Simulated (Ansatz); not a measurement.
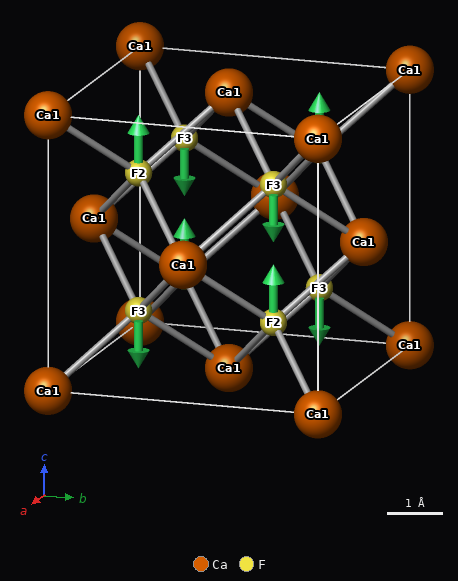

Phonons of crystalline CaF2 relaxed at 7 GPa, space group Fm-3m (No. 225), at the zone centre. The optical levels lie at 321 (×3), 373 (×3) cm⁻¹. One mode is drawn. The green arrows are the displacements of the atoms (eigenvector over the root of the mass), of arbitrary overall length and sign. A ball-and-stick model of the conventional cell (4 times the calculation's cell), seen slightly off an axis. Lengths and directions refer to the drawn axes.

These are results of DFT LDA, scalar-relativistic, plane waves, PAW in Ansatz, not measurements. Set-up: plane-wave cutoff 420 eV; k-point mesh 8 × 8 × 8; occupations fixed; target pressure 7 GPa; no spin polarisation.

Frequencies are those without the non-analytic (LO–TO) term.

### Which of these frequencies is the drawn mode's?

The level at 373 cm⁻¹. This is the T₂g mode (triply degenerate; one member of the set is drawn), the highest optical level, Raman-active by symmetry. The Ca atoms stay at rest; all motion is along c; atoms of one kind move against one another, with no net shift of their sublattice.
